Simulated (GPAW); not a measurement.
**Dielectric function and optical constants of RbCl**

Wanted: where RbCl starts to absorb, how strongly, and its refractive index. The cell comes from an older database entry, whose edges can differ from later determinations, mostly by under a per cent.

Program: GPAW 26.7.0. Level of theory: DFT, LDA, plane-wave PAW (GPAW data sets), scalar-relativistic, RPA, optical limit. Results are calculated unless marked as measured.

The database entry behind the starting cell differs from later determinations by our own check (about 0.5 % short), so it need not match the best structure at ambient conditions.

## 1. Starting point

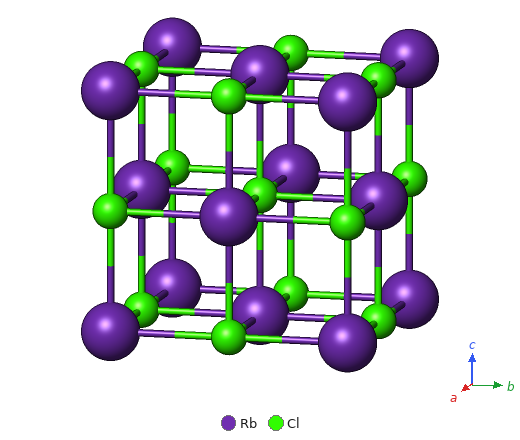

Start, viewed slightly off an axis; rubidium purple, chlorine green. This picture shows the conventional cell, with its axes. Some periodic images of atoms are drawn too.

Structure file:

```cif
data_structure
_symmetry_space_group_name_H-M 'P 1'
_symmetry_Int_Tables_number 1
_cell_length_a 4.6301
_cell_length_b 4.6301
_cell_length_c 4.6301
_cell_angle_alpha 60.000
_cell_angle_beta 60.000
_cell_angle_gamma 60.000
_cell_volume 70.19
loop_
_atom_site_label
_atom_site_type_symbol
_atom_site_fract_x
_atom_site_fract_y
_atom_site_fract_z
_atom_site_occupancy
Rb1 Rb 0.00000 0.00000 0.00000 1
Cl2 Cl 0.50000 0.50000 0.50000 1
```

## 2. Ground state

The self-consistent density comes first; it also tells whether there is a gap, which decides the occupations and the need for a Drude term.

This step: DFT, LDA, plane-wave PAW (GPAW data sets), scalar-relativistic, ground state (GPAW 26.7.0).

Contents of gs.py:

```python
from ase import Atoms
from ase.dft.bandgap import bandgap
from gpaw import GPAW, PW, FermiDirac

atoms = Atoms(['Rb', 'Cl'],
              cell=[[0.000000000000, 3.274000000000, 3.274000000000],
                    [3.274000000000, 0.000000000000, 3.274000000000],
                    [3.274000000000, 3.274000000000, 0.000000000000]],
              scaled_positions=[[0.000000000000, 0.000000000000, 0.000000000000],
                                [0.500000000000, 0.500000000000, 0.500000000000]],
              pbc=[True, True, True])
atoms.calc = GPAW(mode=PW(450), xc='LDA', kpts={'size': (6, 6, 6), 'gamma': True},
                  occupations=FermiDirac(0.05), maxiter=150, txt='gs.txt')
print('energy (eV)', atoms.get_potential_energy())
print('Fermi level (eV)', atoms.calc.get_fermi_level())
print('valence electrons', atoms.calc.get_number_of_electrons())
print('gap (eV)', bandgap(atoms.calc, output=None)[0])
print('direct gap (eV)', bandgap(atoms.calc, direct=True, output=None)[0])
atoms.calc.write('gs.gpw')
```

Launch:

```bash
> OMP_NUM_THREADS=1 python gs.py
```

Numbers of over 12 decimals in the logs are rounded to 6 here.

Log:

```text
__  _  _
 | _ |_)|_||  |
 |__||  | ||/\| - 26.7.0

Versions:
  Python: 3.12.14
  ASE:    3.29.0
  Numpy:  2.5.5
  Scipy:  1.18.1
  Libxc:  7.0.0

Input parameters:
  mode=PW(ecut=450.000000),
  kpts=MonkhorstPack(size=(6, 6, 6), gamma=True),
  maxiter=150,
  occupations=Occupations(name='fermi-dirac', width=0.05, fixmagmom=False),
  xc=XC(name='LDA')

Diagonalizing LCAO Hamiltonian
Converting LCAO to pw mode

                 Cl

       Rb

Atoms  # Å, Bohr magnetons
|   | symbol |        x |        y |        z |    initial magnetic moments |
| 0 |     Rb | 0.000000 | 0.000000 | 0.000000 | ( 0.0000,  0.0000,  0.0000) |
| 1 |     Cl | 3.274000 | 3.274000 | 3.274000 | ( 0.0000,  0.0000,  0.0000) |

Unit cell  # Å
| periodic |        x |        y |        z |  lengths |    angles |
|      yes | 0.000000 | 3.274000 | 3.274000 | 4.630135 | 60.000000 |
|      yes | 3.274000 | 0.000000 | 3.274000 | 4.630135 | 60.000000 |
|      yes | 3.274000 | 3.274000 | 0.000000 | 4.630135 | 60.000000 |

Number of symmetries: 48
Symmetry operations  # r_c * U_cc + t_c -> r_c
|    | kind |            matrix            |
|  0 |  σ   |  1, 0, 0,  1, 0,-1,  1,-1, 0 |
|  1 |  C2  |  1, 0, 0,  1,-1, 0,  1, 0,-1 |
|  2 |  E   |  1, 0, 0,  0, 1, 0,  0, 0, 1 |
|  3 |  σ   |  1, 0, 0,  0, 0, 1,  0, 1, 0 |
|  4 |  C4  |  1, 0,-1,  1, 0, 0,  1,-1, 0 |
|  5 |  S6  |  1, 0,-1,  1,-1, 0,  1, 0, 0 |
|  6 |  σ   |  1, 0,-1,  0, 1,-1,  0, 0,-1 |
|  7 |  C3  |  1, 0,-1,  0, 0,-1,  0, 1,-1 |
|  8 |  S6  |  1,-1, 0,  1, 0, 0,  1, 0,-1 |
|  9 |  C4  |  1,-1, 0,  1, 0,-1,  1, 0, 0 |
| 10 |  C3  |  1,-1, 0,  0,-1, 1,  0,-1, 0 |
| 11 |  σ   |  1,-1, 0,  0,-1, 0,  0,-1, 1 |
| 12 |  σ   |  0, 1, 0,  1, 0, 0,  0, 0, 1 |
| 13 |  C4  |  0, 1, 0,  0, 1,-1, -1, 1, 0 |
| 14 |  C3  |  0, 1, 0,  0, 0, 1,  1, 0, 0 |
| 15 |  S6  |  0, 1, 0, -1, 1, 0,  0, 1,-1 |
| 16 |  C2  |  0, 1,-1,  1, 0,-1,  0, 0,-1 |
| 17 |  σ   |  0, 1,-1,  0, 1, 0, -1, 1, 0 |
| 18 |  S4  |  0, 1,-1,  0, 0,-1,  1, 0,-1 |
| 19 |  C4  |  0, 1,-1, -1, 1, 0,  0, 1, 0 |
| 20 |  C3  |  0, 0, 1,  1, 0, 0,  0, 1, 0 |
| 21 |  σ   |  0, 0, 1,  0, 1, 0,  1, 0, 0 |
| 22 |  S6  |  0, 0, 1,  0,-1, 1, -1, 0, 1 |
| 23 |  C4  |  0, 0, 1, -1, 0, 1,  0,-1, 1 |
| 24 |  S4  |  0, 0,-1,  1, 0,-1,  0, 1,-1 |
| 25 |  C3  |  0, 0,-1,  0, 1,-1,  1, 0,-1 |
| 26 |  C2  |  0, 0,-1,  0,-1, 0, -1, 0, 0 |
| 27 |  S6  |  0, 0,-1, -1, 0, 0,  0,-1, 0 |
| 28 |  S4  |  0,-1, 1,  1,-1, 0,  0,-1, 0 |
| 29 |  C4  |  0,-1, 1,  0, 0, 1, -1, 0, 1 |
| 30 |  C2  |  0,-1, 1,  0,-1, 0,  1,-1, 0 |
| 31 |  σ   |  0,-1, 1, -1, 0, 1,  0, 0, 1 |
| 32 |  C3  |  0,-1, 0,  1,-1, 0,  0,-1, 1 |
| 33 |  S6  |  0,-1, 0,  0, 0,-1, -1, 0, 0 |
| 34 |  S4  |  0,-1, 0,  0,-1, 1,  1,-1, 0 |
| 35 |  C2  |  0,-1, 0, -1, 0, 0,  0, 0,-1 |
| 36 |  C2  | -1, 1, 0,  0, 1, 0,  0, 1,-1 |
| 37 |  S6  | -1, 1, 0,  0, 1,-1,  0, 1, 0 |
| 38 |  S4  | -1, 1, 0, -1, 0, 1, -1, 0, 0 |
| 39 |  C3  | -1, 1, 0, -1, 0, 0, -1, 0, 1 |
| 40 |  S6  | -1, 0, 1,  0, 0, 1,  0,-1, 1 |
| 41 |  C2  | -1, 0, 1,  0,-1, 1,  0, 0, 1 |
| 42 |  C3  | -1, 0, 1, -1, 1, 0, -1, 0, 0 |
| 43 |  S4  | -1, 0, 1, -1, 0, 0, -1, 1, 0 |
| 44 |  C2  | -1, 0, 0,  0, 0,-1,  0,-1, 0 |
| 45 |  i   | -1, 0, 0,  0,-1, 0,  0, 0,-1 |
| 46 |  σ   | -1, 0, 0, -1, 1, 0, -1, 0, 1 |
| 47 |  C2  | -1, 0, 0, -1, 0, 1, -1, 1, 0 |

BZ-sampling:
  Number of BZ points: 216
  Number of IBZ points: 16

  Monkhorst-Pack size: [6, 6, 6]
  Monkhorst-Pack shift: [0.083333, 0.083333, 0.083333]

K-points  # in reciprocal-cell coordinates
|     |                                coordinates |     weight |
|   0 | (  0.00000000,   0.00000000,   0.00000000) | 0.00462963 |
|   1 | (  0.16666667,   0.16666667,   0.00000000) | 0.02777778 |
|   2 | (  0.16666667,   0.16666667,   0.16666667) | 0.03703704 |
|   3 | (  0.33333333,   0.16666667,   0.16666667) | 0.05555556 |
|   4 | (  0.33333333,   0.33333333,  -0.33333333) | 0.05555556 |
|   5 | (  0.33333333,   0.33333333,   0.00000000) | 0.02777778 |
|   6 | (  0.33333333,   0.33333333,   0.16666667) | 0.11111111 |
|   7 | (  0.33333333,   0.33333333,   0.33333333) | 0.03703704 |
|   8 | (  0.50000000,   0.33333333,  -0.33333333) | 0.11111111 |
|   9 | (  0.50000000,   0.33333333,  -0.16666667) | 0.05555556 |
| ... |                                            |            |
|  15 | (  0.50000000,   0.50000000,   0.50000000) | 0.01851852 |

Plane wave coefficients: 1536
Cutoff: 450.000000 eV

Spin-components: 1 (collinear spins)
Bands:           9
Projectors:      10
Spin-degeneracy: 2
Datatype:        complex128

Parallelization:
  kpt:    1
  domain: 1
  band:   1

Density:
  Valence electrons: 16.0
  Components: 1
  Grid points: [24 24 24]
  Charge: 0.0  # |e|

Potential:
  Grid points: [24 24 24]

species:
  Rb:
    name:    Rubidium
    id:
    Z:       37.0
    valence: 9
    core:    28
    charge:  0.0  # [|e|]
    compensation charges:
      type: gauss
      rc: 0.38  # [Å]
      lmax: 2
    cutoffs:
      filter: 2.43  # [Å]
      core: 1.99  # [Å]
    projectors
    | kind |    occ | energy [eV] | rcut [Å] |
    |   4s |  2.000 |     -31.956 |    1.376 |
    |   5s |  1.000 |      -2.362 |    1.376 |
    |   4p |  6.000 |     -16.035 |    1.270 |
    |    p |        |      11.177 |    1.270 |
    |    d |        |       0.000 |    1.217 |

    Using partial waves for Rb as LCAO basis

  Cl:
    name:    Chlorine
    id:
    Z:       17.0
    valence: 7
    core:    10
    charge:  0.0  # [|e|]
    compensation charges:
      type: gauss
      rc: 0.25  # [Å]
      lmax: 2
    cutoffs:
      filter: 1.40  # [Å]
      core: 1.49  # [Å]
    projectors
    | kind |    occ | energy [eV] | rcut [Å] |
    |   3s |  2.000 |     -20.688 |    0.794 |
    |   3p |  5.000 |      -8.701 |    0.794 |
    |    s |        |       6.523 |    0.794 |
    |    p |        |      18.511 |    0.794 |
    |    d |        |       0.000 |    0.794 |

    Using partial waves for Cl as LCAO basis

Reference energy: -93525.886344  # eV

eigensolver:
  PPCG
  Converge bands: occupied
  niter=2

density mixing:
  MSR1-Mixer
  Pratt-step length: 0.05
  Maximum mixing coefficient: 0.75
  Old densities: 10
  SVD Regularization: 0.005
  Good broyden scale: 1.0
  Trust region scale: 1.0
  Backstep threshold: 4.0
  History deletion threshold: 6.0
  Fourier metric: weight=20.0, sigma=0.015

occupation numbers:
  Fermi-Dirac:
    width: 0.0500  # eV

poisson solver:
  ecut: 3600.000000  # eV

xc functional:
  name: None

convergence criteria:
- Maximum [total energy] change in last 3 cyles: 0.0005 eV / valence electron
- Maximum integral of absolute [dens]ity change: 0.0001 electrons / valence electron
- Maximum integral of absolute [eigenst]ate change: 4e-08 eV^2 / valence electron
maximum number of iterations: 150

SCF iterations
|iter     |      energy | eigst |  dens |
|iter:   1||   -7.433384 | -0.89 |       |
|iter:   2||   -7.388123 | -2.66 | -1.27 |
|iter:   3||   -7.205537 | -1.59 | -1.31 |
|iter:   4||   -7.204193 | -3.13 | -1.74 |
|iter:   5||   -7.204445c| -4.22 | -2.17 |
|iter:   6||   -7.204481c| -5.51 | -2.96 |
|iter:   7||   -7.204483c| -6.80 | -3.52 |
|iter:   8||   -7.204483c| -7.68c| -4.23c|

Converged in 8 steps
SCF loop duration: 3.670 s (0.459 s/step)
Energy contributions relative to reference atoms: (reference = -93525.886344)

Energy contributions:
  Kinetic:           6.223185
  Coulomb:          -6.193348
  Zero:             -0.033655
  External:          0.000000
  Xc:               -7.200665
  Entropy:          -0.000000
  Spinorbit:         0.000000
  ----------------------------
  Free energy:      -7.204483
  Extrapolated:     -7.204483

dipole moment: (-24.912619, -24.912619, -24.912619)  # |e|*Ang

Fermi level: 1.412
Eigenvalues  # (at kpt = [0.000, 0.000, 0.000])
| band index |      eig [eV] | occ [0-2] |
|          0 |       -24.236 |     2.000 |
|          1 |       -12.358 |     2.000 |
|          2 |        -8.298 |     2.000 |
|          3 |        -8.298 |     2.000 |
|          4 |        -8.298 |     2.000 |
|          5 |        -0.422 |     2.000 |
|          6 |        -0.422 |     2.000 |
|          7 |        -0.422 |     2.000 |
|          8 |         4.175 |     0.000 |

Gap: 4.597 eV
Transition (v -> c):
  (s=0, k=0, n=7, [0.00, 0.00, 0.00]) -> (s=0, k=0, n=8, [0.00, 0.00, 0.00])
No difference between direct/indirect transitions

--- standard output ---
energy (eV) -7.204483
Fermi level (eV) 1.412414
valence electrons 16.0
gap (eV) 4.596766
direct gap (eV) 4.596766
```

Run time: 5 s. Hardware: 1 thread of Arm Neoverse V1, shared host; peak memory 0.15 GiB.

Read-outs, printed or worked out from the files:

```
energy                 : -7.204 eV
Fermi energy           : 1.412 eV
gap on the k-mesh      : 4.597 eV
direct gap on the mesh : 4.597 eV
electrons              : 16
```

There is a gap, 4.60 eV on this mesh (points off the mesh can give less), so no carriers' term is needed.

## 3. Bands for the response

The response needs many more empty bands than the density does.

This step: DFT, LDA, plane-wave PAW (GPAW data sets), scalar-relativistic, bands at fixed density (GPAW 26.7.0).

Contents of nscf.py:

```python
from ase.dft.bandgap import bandgap
from gpaw import GPAW, FermiDirac

calc = GPAW('gs.gpw').fixed_density(kpts={'size': (10, 10, 10), 'gamma': True}, nbands=49, convergence={'bands': 43},
                                    occupations=FermiDirac(0.001), txt='nscf.txt')
print('gap (eV)', bandgap(calc, output=None)[0])
print('direct gap (eV)', bandgap(calc, direct=True, output=None)[0])
print('top band over the Fermi level (eV)', min(calc.get_eigenvalues(kpt=k)[42] for k in range(len(calc.get_ibz_k_points()))) - calc.get_fermi_level())
calc.write('full.gpw', mode='all')
```

Launch:

```bash
> OMP_NUM_THREADS=1 python nscf.py
```

Log:

```text
Diagonalizing LCAO Hamiltonian
Converting LCAO to pw mode
convergence criteria:
- Maximum integral of absolute [eigenst]ate change: 4e-08 eV^2 / valence electron
maximum number of iterations: 150

SCF iterations
|iter     |      energy | eigst |  dens |
|iter:   1||             | +3.75 |       |
|iter:   2||             | +2.43 |       |
|iter:   3||             | +1.39 |       |
|iter:   4||             | +0.12 |       |
|iter:   5||             | -1.02 |       |
|iter:   6||             | -2.01 |       |
|iter:   7||             | -2.92 |       |
|iter:   8||             | -3.81 |       |
|iter:   9||             | -4.57 |       |
|iter:  10||             | -5.22 |       |
|iter:  11||             | -5.80 |       |
|iter:  12||             | -6.33 |       |
|iter:  13||             | -6.88 |       |
|iter:  14||             | -7.46c|       |
SCF steps: 14
  __  _  _
 | _ |_)|_||  |
 |__||  | ||/\| - 26.7.0

Versions:
  Python: 3.12.14
  ASE:    3.29.0
  Numpy:  2.5.5
  Scipy:  1.18.1
  Libxc:  7.0.0

Input parameters:
  mode=PW(ecut=450.000000),
  convergence={'bands': 43},
  gpts=array([24, 24, 24]),
  kpts=MonkhorstPack(size=(10, 10, 10), gamma=True),
  maxiter=150,
  nbands=49,
  occupations=Occupations(name='fermi-dirac', width=0.001, fixmagmom=False),
  parallel={},
  xc=XC(name='LDA')

--- standard output ---
gap (eV) 4.596766
direct gap (eV) 4.596766
top band over the Fermi level (eV) 30.655972
```

The job ended after 86 s (1 thread; peak memory 0.23 GiB).

## 4. Dielectric function, RPA

Transitions between filled and empty bands, summed over the zone, give the optical response, so mesh, band count and broadening shape it.

The induced potential is part of this response.

This step: DFT, LDA, plane-wave PAW (GPAW data sets), scalar-relativistic, RPA, optical limit (GPAW 26.7.0).

Contents of df.py:

```python
from gpaw.response.df import DielectricFunction

df = DielectricFunction('full.gpw', frequencies={'type': 'nonlinear', 'domega0': 0.03, 'omega2': 8},
                        ecut=50,
                        eta=0.2,
                        nbands=43,
                        txt='df.txt')
for direction in ['x']:
    df.get_dielectric_function(xc='RPA', direction=direction, filename=f'df_{direction}.csv')
```

Launch:

```bash
> OMP_NUM_THREADS=1 python df.py
```

Log:

```text
Using integrator: PointIntegrator
NonLinearFrequencyDescriptor(from 0.000 to 59.487 eV, 487 points)
Nonperiodic BCs:  [False False False]
Using integrator: PointIntegrator
NonLinearFrequencyDescriptor(from 0.000 to 59.487 eV, 487 points)
Nonperiodic BCs:  [False False False]

Calculating chi0 body with:
    Ground state adapter containing:
    Number of spins: 1
    Number of kpoints: 1000
    Number of irreducible kpoints: 47
    Number of completely occupied states: 8
    Number of partially occupied states: 8

    Linear response parametrization:
    q_c: [0.0, 0.0, 0.0]
    Number of frequency points: 487
    Planewave cutoff: 50.0
    Number of bands: 43
    Number of planewaves: 59
    Broadening (eta): 0.2

Integrating chi0 body.

Symmetries of q_c:
    Direct symmetries (Uq -> q): 48
    Indirect symmetries (TUq -> q): 0
In total 48 allowed symmetries.

47 groups of equivalent kpoints. 95.3% reduction.

Integral kind: spectral function

Calculating chi0 optical extensions with:
    Ground state adapter containing:
    Number of spins: 1
    Number of kpoints: 1000
    Number of irreducible kpoints: 47
    Number of completely occupied states: 8
    Number of partially occupied states: 8

    Linear response parametrization:
    Number of frequency points: 487
    Planewave cutoff: 50.0
    Number of bands: 43
    Number of planewaves: 59
    Broadening (eta): 0.2
Integrating chi0 head and wings.

Symmetries of q_c:
    Direct symmetries (Uq -> q): 48
    Indirect symmetries (TUq -> q): 0
In total 48 allowed symmetries.

47 groups of equivalent kpoints. 95.3% reduction.

Integral kind: spectral function wings
```

Run time: 12 s. Hardware: 1 thread; peak memory 0.3 GiB.

Read-outs, printed or worked out from the files:

```
electronic dielectric constant ε∞, mean over x, y and z (by symmetry where fewer were run) : 2.298
main peak of Im epsilon, first axis                                                        : 10.23 eV
centre of weight of the strongest loss peak in the window                                  : 11.97 eV
```

The Im ε, E ∥ x has structure finer than the step of the table below, so its rows give means over 1 eV, whole bins alone (the curve runs from 0 to 15.0 eV). Peaks (eV: height): 7.7: 2.22, 10.2: 2.32.

Values under the direct gap are tails of Lorentzian lines. The Im ε, E ∥ x by photon energy; means over each step:

```csv
photon energy (eV),"Im ε, E ∥ x"
1,0.00631
2,0.0144
3,0.0281
4,0.0725
5,0.409
6,0.903
7,1.60
8,1.76
9,1.13
10,2.14
11,1.81
12,0.901
13,0.755
14,0.638
```

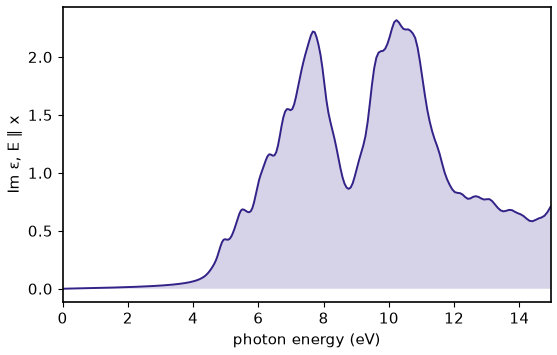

Im ε, E ∥ x, plotted against photon energy.

Re ε, E ∥ x against photon energy:

| photon energy (eV) | Re ε, E ∥ x |
| --- | --- |
| 0 | 2.30 |
| 1 | 2.31 |
| 2 | 2.36 |
| 3 | 2.46 |
| 4 | 2.67 |
| 5 | 2.94 |
| 6 | 3.14 |
| 7 | 2.81 |
| 8 | 1.47 |
| 9 | 2.27 |
| 10 | 1.92 |
| 11 | 0.494 |
| 12 | 0.753 |
| 13 | 1.01 |
| 14 | 1.15 |

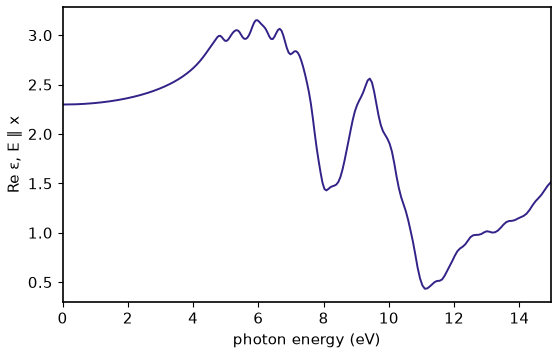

Re ε, E ∥ x against photon energy.

The loss function −Im 1/ε at q → 0, E ∥ x has structure finer than the step of the table below, so its rows give means over 1 eV, whole bins alone (the curve runs from 0 to 15.0 eV). Peaks (eV: height): 8.1: 0.347, 11.7: 0.757.

Values under the direct gap are tails of Lorentzian lines. Loss function −Im 1/ε at q → 0, E ∥ x against energy loss; means over each step:

```csv
energy loss (eV),"loss function −Im 1/ε at q → 0, E ∥ x"
1,0.00118
2,0.00256
3,0.00459
4,0.00985
5,0.0446
6,0.0887
7,0.148
8,0.296
9,0.190
10,0.266
11,0.510
12,0.653
13,0.478
14,0.361
```

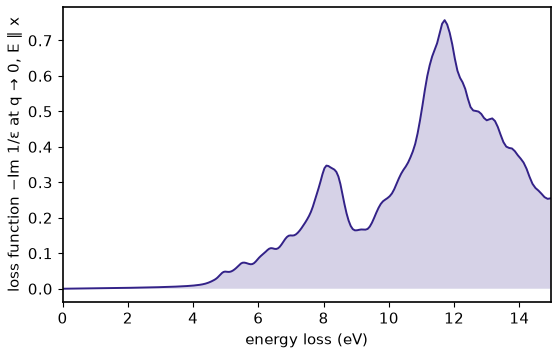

Loss function −Im 1/ε at q → 0, E ∥ x, plotted against energy loss.

The refractive index n and extinction k by photon energy:

| photon energy (eV) | n | k |
| --- | --- | --- |
| 0 | 1.52 | 0 |
| 1 | 1.52 | 0.00205 |
| 2 | 1.54 | 0.00461 |
| 3 | 1.57 | 0.00872 |
| 4 | 1.63 | 0.0194 |
| 5 | 1.72 | 0.124 |
| 6 | 1.79 | 0.255 |
| 7 | 1.73 | 0.445 |
| 8 | 1.38 | 0.660 |
| 9 | 1.54 | 0.330 |
| 10 | 1.55 | 0.694 |
| 11 | 1.10 | 0.849 |
| 12 | 0.970 | 0.433 |
| 13 | 1.07 | 0.361 |
| 14 | 1.11 | 0.291 |

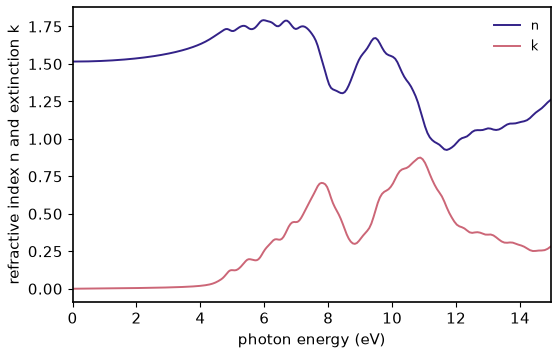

Refractive index n and extinction k against photon energy.

Reflectivity at normal incidence, E ∥ x against photon energy; read off at these points:

```
photon energy (eV)  reflectivity at normal incidence, E ∥ x (%)
               0.0                                         4.20
               1.0                                         4.27
               2.0                                         4.48
               3.0                                         4.91
               4.0                                         5.78
               5.0                                         7.20
               6.0                                         8.80
               7.0                                         9.60
               7.7                                         11.6
               8.0                                         9.52
               9.0                                         6.13
              10.0                                         11.2
              11.0                                         14.2
              12.0                                         4.65
              13.0                                         3.06
              14.0                                         2.14
```

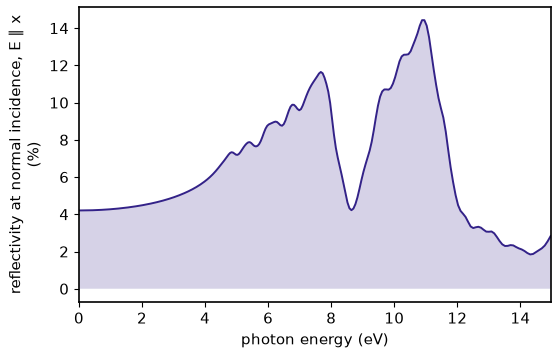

Reflectivity at normal incidence, E ∥ x against photon energy.

From ε follow the optical constants at some laser and lamp lines:

```
wavelength (nm)     n      k  R (%)     1/α
           1550  1.52  0.002    4.2   76 µm
            532  1.55  0.006    4.6  7.4 µm
            450  1.56  0.007    4.8  4.8 µm
            365  1.59  0.011    5.2  2.5 µm
            308  1.64  0.020    5.8  1.2 µm
            248  1.72  0.124    7.2  159 nm
            193  1.75  0.329    8.8   47 nm
```

Below the direct gap, k and the depth come from the tails of the Lorentzian lines, not from transitions.

Rows near the edge hang on the gap, which this functional as a rule makes too small, and phonon-assisted absorption is left out.

## 5. Summary of results

```json
{
 "electronic dielectric constant ε∞, mean over x, y and z (by symmetry where fewer were run) (RPA)": "2.30",
 "main peak of Im epsilon, first axis": "10.2 eV",
 "centre of weight of the strongest loss peak in the window, first axis": "12.0 eV"
}
```

**Reading.** At this level (LDA, RPA) RbCl has ε∞ = 2.30 and n = 1.52 at 1550 nm, and Im ε peaks at 10.2 eV. On the mesh the gap is 4.60 eV and the least direct gap 4.60 eV. Local fields change the static value along x from 2.71 to 2.30 (-15 %). Distinct maxima of Im ε, read by a parabola through the highest points, lie at 7.69 eV (2.2) and 10.23 eV (2.3). Excitons and phonon-assisted transitions are missing; LDA gaps are as a rule too small, which pulls the onset down and ε∞ up. The sum runs over mesh points, so small or evenly spaced maxima can still be ripples of the mesh.

[Machine, clock and banner lines and Python warnings are left out of the logs.]

[Logs are printed without paths, hosts, clocks, repeated set-up lines and the standing remarks that a program may print on its own settings, such as how far it seeks lower states.]

[Hosts, paths, dates, database ids (printed as entryN), source tags and the programs' standing remarks are cut or masked in the printed files.]
